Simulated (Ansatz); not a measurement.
# HfSi2: a changed input and its effect

System: HfSi2 (Cmcm, 6 atoms in the cell).
Method of run 1: DFT, PBE, plane waves, PAW, no spin polarisation (Ansatz 0.2.0).

The structure was made by a generator, so it may or may not be a known phase. Text and figures count atoms from 1; the logs count them from 0 in places.

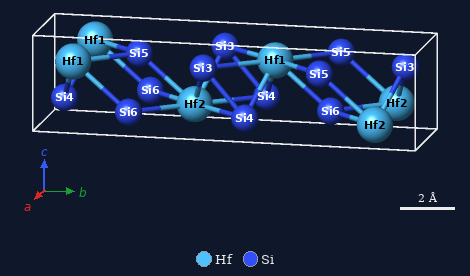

The input geometry (ball-and-stick view of the cell 2 times as large as that of the calculation, set on its symmetry axes, seen slightly off an axis; atoms are numbered from 1 in the order of the input). An atom can appear more than once, as a periodic image.

The input, run 1:
```yaml
crystal:
  lattice:
    - [1.841267674, -7.2959962755, 0.0]
    - [1.841267674, 7.2959962755, 0.0]
    - [0.0, 0.0, 3.659794351]
  atoms:
    - { symbol: Hf, position: [0.8945373087, 0.1054626913, 0.75] }
    - { symbol: Hf, position: [0.1054626913, 0.8945373087, 0.25] }
    - { symbol: Si, position: [0.5542802616, 0.4457197384, 0.75] }
    - { symbol: Si, position: [0.4457197384, 0.5542802616, 0.25] }
    - { symbol: Si, position: [0.2502818757, 0.7497181243, 0.75] }
    - { symbol: Si, position: [0.7497181243, 0.2502818757, 0.25] }
basis:
  ecutwfc: 420
kpoints:
  mp_grid: { grid: [10, 10, 10] }
hamiltonian:
  xc: pbe
scf:
  occupations: { method: cold, width: 0.001 }
output:
  forces: true
  eigenvalues: true
  stress: true
```

Command:
```bash
ansatz run input.yaml --threads 1 --pin off --max-ram 2560MiB --backend cpu --events-out ev --progress --plain --runs-dir out
```

Hardware: 1 thread of Arm Neoverse V2, 24 GiB of memory available, shared host.

Output, shortened to warnings, some set-up lines, iterations and results (run 1):
```
Basis set: ecut = 420 eV, 1927 PW (Γ), FFT grids on a1+a2, a2, a3, exchange–correlation on 50×108×50 points (8 copies of the dense FFT grid, shifted against one another)
Symmetry: 8 space group operations
k-points: 186 of 1000
Initial density: superposition of atomic densities (neutral atoms: chi_scale 0, normalization atom), corrected by the library's trained network
[...]
SCF iter   1: F=—  HF=-33989.339486 eV  |F-HF|=—  |Δ(HF+E_count)|=         —  Δρ=2.82e-3  dr2=2.50e-2  ethr=1.77e-3  ⟨swp⟩=6.6  Hψ=30076  notcnv=0
SCF iter   2: F=—  HF=-33989.337829 eV  |F-HF|=—  |Δ(HF+E_count)|=   1.66e-3  S|Δr|=    0.00e0  Δρ=1.40e-3  dr2=2.15e-3  ethr=3.68e-5  ⟨swp⟩=2.5  Hψ=12113  notcnv=0  defer=392
SCF iter   3: F=—  HF=-33989.338177 eV  |F-HF|=—  |Δ(HF+E_count)|=   3.48e-4  S|Δr|=    0.00e0  Δρ=5.06e-4  dr2=1.75e-4  ethr=3.16e-6  ⟨swp⟩=3.1  Hψ=12894  notcnv=0  defer=206
SCF iter   4: F=—  HF=-33989.338240 eV  |F-HF|=—  |Δ(HF+E_count)|=   6.33e-5  S|Δr|=    0.00e0  Δρ=2.41e-4  dr2=4.18e-5  ethr=2.58e-7  ⟨swp⟩=3.0  Hψ=15070  notcnv=0  defer=206
SCF iter   5: F=—  HF=-33989.338224 eV  |F-HF|=—  |Δ(HF+E_count)|=   1.67e-5  S|Δr|=    0.00e0  Δρ=5.57e-5  dr2=2.49e-6  ethr=6.15e-8  ⟨swp⟩=2.0  Hψ=14096  notcnv=0  defer=206
SCF iter   6: F=—  HF=-33989.338223 eV  |F-HF|=—  |Δ(HF+E_count)|=   3.09e-7  S|Δr|=    0.00e0  Δρ=1.28e-5  dr2=1.50e-7  ethr=3.66e-9  ⟨swp⟩=2.0  Hψ=12044  notcnv=0  defer=206
SCF iter   7: F=-33989.338223 eV  HF=-33989.338223 eV  |F-HF|=7.64e-9  |Δ(HF+E_count)|=   9.83e-8  S|Δr|=    0.00e0  Δρ=3.62e-6  dr2=9.61e-9  ethr=1.47e-10  ⟨swp⟩=7.0  …
SCF 1 converged in 7 iterations: F = -33989.338223 eV  dr2 = 9.61e-9
SCF converged after 7 iterations
Stability not checked: this state was not tested for a lower state beside it, because cold or Methfessel-Paxton smearing, or corrected tetrahedra, fill the levels in a way that the test cannot read (fill_not_monotonic; see scf.lower_state_search)
Free energy (F): -33989.338223 eV
Harris-Foulkes:  -33989.338223 eV  (|F-HF|=7.64e-9)
Internal energy: -33989.338221 eV  (E = F + TS)
E sigma→0 (E₀):  -33989.338223 eV
Entropy (-TS):   -0.000002 eV (-0.000 meV/atom)
Fermi energy:    15.505368 eV
--- Per-component energies (eV) ---
  E_band       = -21.263977
  E_kinetic    = 1016.393166
  E_local      = -13127.326254  (includes V_loc(G=0)·N_el)
  E_nonlocal   = -2386.761732
  E_hartree    = 6181.626877
  E_xc         = -825.457193
  E_vxc        = -726.095619  (∫ρ·V_xc dr)
  E_paw        = -15904.729767  (= ΣΔE_a)
  E_vpaw       = 2839.274479  (= ΣTr[D̂ρ^β])
  E_aug_tail   = 0.000023  (compensation charges beyond the density's cutoff)
  E_ewald      = -8943.083342
  E_smearing   = -0.000002  (= −TS)
  E_closure    = 0.000000  (closes the sum)
  Σ components = -33989.338223   (vs F -33989.338223, Δ=0.00e0)
--- Forces (eV/Å), atoms counted from 1 ---
  atom   1  Hf     0.00000000    -0.02318445     0.00000000
  atom   2  Hf     0.00000000     0.02318445     0.00000000
  atom   3  Si     0.00000000    -0.00245611     0.00000000
  atom   4  Si     0.00000000     0.00245611     0.00000000
  atom   5  Si     0.00000000    -0.01030797     0.00000000
  atom   6  Si     0.00000000     0.01030797     0.00000000
  max |Σ_I F_I| component: 0.00e0 eV/Å
--- Stress (GPa, compression-positive) ---
        0.002123       0.000000       0.000000
        0.000000       0.037526       0.000000
        0.000000       0.000000      -0.139265
  P = ⅓ Tr σ = -0.0332 GPa (-0.332 kbar)
```

For run 2 the input was changed thus:
```diff
-  mp_grid: { grid: [10, 10, 10] }
+  mp_grid: { grid: [8, 8, 8] }
-  occupations: { method: cold, width: 0.001 }
+  occupations: { method: tetrahedron }
```

Predict how the results change.

The free energy of run 2 is 0.6 meV per atom higher, the joint effect of these numerical settings, which can't be told apart here. The largest force goes from 0.023 to 0.083 eV/Å. The number of SCF iterations is the same. The irreducible k-points go from 186 to 105. On the same kind of shared host run 2 took about 0.67 times as long.

Output, shortened to warnings, some set-up lines, iterations and results (run 2):
```
Warning: output.forces, output.stress, relax.cell or npt_langevin: where a Kohn–Sham band that disperses or a degenerate level is filled in part under the method tetrahedron, the forces or the stress that this run publishes need not agree with its energy (scf.occupations.method in the input reference, under Limitations); prefer a smearing scheme for the forces or the stress
Basis set: ecut = 420 eV, 1927 PW (Γ), FFT grids on a1+a2, a2, a3, exchange–correlation on 50×108×50 points (8 copies of the dense FFT grid, shifted against one another)
Symmetry: 8 space group operations
k-points: 105 of 512
Initial density: superposition of atomic densities (neutral atoms: chi_scale 0, normalization atom), corrected by the library's trained network
[...]
SCF iter   1: F=—  HF=-33989.335353 eV  |F-HF|=—  |Δ(HF+E_count)|=         —  Δρ=2.93e-3  dr2=3.11e-2  ethr=1.77e-3  ⟨swp⟩=6.6  Hψ=16949  notcnv=0
SCF iter   2: F=—  HF=-33989.334897 eV  |F-HF|=—  |Δ(HF+E_count)|=   4.56e-4  Δρ=1.74e-3  dr2=1.33e-2  ethr=4.57e-5  ⟨swp⟩=2.0  Hψ=6220  notcnv=0  defer=158
SCF iter   3: F=—  HF=-33989.334847 eV  |F-HF|=—  |Δ(HF+E_count)|=   4.93e-5  Δρ=3.70e-4  dr2=4.26e-4  ethr=1.96e-5  ⟨swp⟩=3.2  Hψ=6844  notcnv=0  defer=171
SCF iter   4: F=—  HF=-33989.334713 eV  |F-HF|=—  |Δ(HF+E_count)|=   1.35e-4  Δρ=3.09e-4  dr2=1.86e-4  ethr=6.26e-7  ⟨swp⟩=3.0  Hψ=8569  notcnv=0  defer=171
SCF iter   5: F=—  HF=-33989.334690 eV  |F-HF|=—  |Δ(HF+E_count)|=   2.30e-5  Δρ=1.08e-4  dr2=3.50e-5  ethr=2.74e-7  ⟨swp⟩=2.7  Hψ=7301  notcnv=0  defer=171
SCF iter   6: F=—  HF=-33989.334707 eV  |F-HF|=—  |Δ(HF+E_count)|=   1.75e-5  Δρ=3.16e-5  dr2=1.98e-6  ethr=5.15e-8  ⟨swp⟩=2.9  Hψ=5788  notcnv=0  defer=171
SCF iter   7: F=-33989.334712 eV  HF=-33989.334712 eV  |F-HF|=2.12e-8  |Δ(HF+E_count)|=   4.91e-6  Δρ=6.84e-6  dr2=7.49e-8  ethr=1.47e-10  ⟨swp⟩=5.6  Hψ=21731  notcnv=0
SCF 1 converged in 7 iterations: F = -33989.334712 eV  dr2 = 7.49e-8
SCF converged after 7 iterations
Stability not checked: this state was not tested for a lower state beside it, because cold or Methfessel-Paxton smearing, or corrected tetrahedra, fill the levels in a way that the test cannot read (fill_not_monotonic; see scf.lower_state_search)
Free energy (F): -33989.334712 eV
Harris-Foulkes:  -33989.334712 eV  (|F-HF|=2.12e-8)
Internal energy: -33989.334498 eV  (E = F + TS)
E sigma→0 (E₀):  -33989.334712 eV
Entropy (-TS):   -0.000214 eV (-0.036 meV/atom)
Fermi energy:    15.562352 eV
--- Per-component energies (eV) ---
  E_band       = -21.026141
  E_kinetic    = 1016.417919
  E_local      = -13127.621768  (includes V_loc(G=0)·N_el)
  E_nonlocal   = -2386.736246
  E_hartree    = 6181.871900
  E_xc         = -825.468045
  E_vxc        = -726.108169  (∫ρ·V_xc dr)
  E_paw        = -15904.714939  (= ΣΔE_a)
  E_vpaw       = 2839.291801  (= ΣTr[D̂ρ^β])
  E_aug_tail   = 0.000023  (compensation charges beyond the density's cutoff)
  E_ewald      = -8943.083342
  E_smearing   = -0.000214  (= −TS)
  E_closure    = 0.000000  (closes the sum)
  Σ components = -33989.334712   (vs F -33989.334712, Δ=0.00e0)
--- Forces (eV/Å), atoms counted from 1 ---
  atom   1  Hf     0.00000000    -0.08261815     0.00000000
  atom   2  Hf     0.00000000     0.08261815     0.00000000
  atom   3  Si     0.00000000    -0.02556053     0.00000000
  atom   4  Si     0.00000000     0.02556053     0.00000000
  atom   5  Si     0.00000000     0.02438289     0.00000000
  atom   6  Si     0.00000000    -0.02438289     0.00000000
  max |Σ_I F_I| component: 3.47e-18 eV/Å
--- Stress (GPa, compression-positive) ---
       -0.208191       0.000000       0.000000
        0.000000      -0.264386       0.000000
        0.000000       0.000000       0.535344
  P = ⅓ Tr σ = 0.0209 GPa (0.209 kbar)
```

The two runs side by side:

```tsv
quantity	run 1	run 2
outcome	converged	converged
free energy per atom (eV)	−5664.8897	−5664.8891
gap on the mesh (eV)	0.00	0.00
pressure (GPa)	−0.03	0.02
largest force (eV/Å)	0.023	0.083
SCF iterations	7	7
irreducible k-points	186	105
plane waves at Γ	1927	1927
wall time (shared host)	32 s	22 s
```

For both runs: Spin–orbit coupling is left out, which matters for Hf. For run 2: These settings are looser than, or depart from, a standard set-up, so the numbers are not reference values for this system. Warnings: forces and stress from tetrahedron occupations may miss the slope of the energy.
